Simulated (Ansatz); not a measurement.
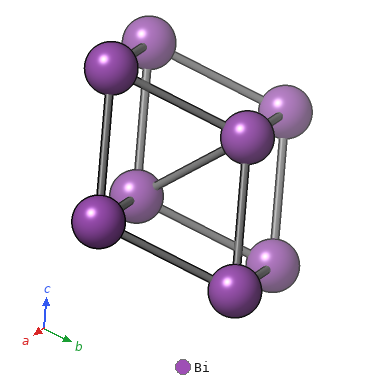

System: Bi, space group Im-3m (No. 229). The picture shows the cell.

The given structure:
```yaml
crystal:
  lattice:
    - [-1.98143, 1.98143, 1.98143]
    - [1.98143, -1.98143, 1.98143]
    - [1.98143, 1.98143, -1.98143]
  atoms:
    - { symbol: Bi, position: [0.00000, 0.00000, 0.00000] }
```

Calculation (Ansatz 0.2.0): deformation of a crystal at fixed volume, lengths along the axis scaled against those across it, fractional coordinates fixed, by plane-wave density functional theory with PAW datasets, free energies less that of the undisturbed cell, pressure positive in compression; scalar-relativistic. Level: PBE with D3(BJ), no spin polarisation.

- wave cutoff: 420 eV
- k mesh: 18×18×18
- occupations: Gaussian
- smearing width: 0.15 eV
- k shift: (0, 0, 0) (mesh steps)
- start: as given
- path: tetragonal
- axis direction: (0, 0, 1) (Cartesian unit vector)

Describe the result: the energy change and pressure against relative axial ratio. The relative axial ratio takes the values 0.707, 0.780, 0.850, 1.000, 1.200, 1.414.

The energy change is 92.46 meV/atom at relative axial ratio 0.707 and 53.24 meV/atom at 1.414; the lowest computed point is at relative axial ratio 1.000 (0.00 meV/atom), and no other minimum shows among the points. The pressure goes from 1.230 GPa at relative axial ratio 0.707 to −1.542 GPa at 1.414, not monotonically, with a low of −1.670 GPa at 1.000, and changes sign near 0.76.

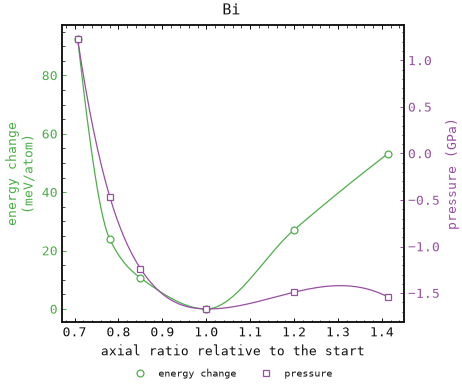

Keep in mind: reference crystal is not relaxed.
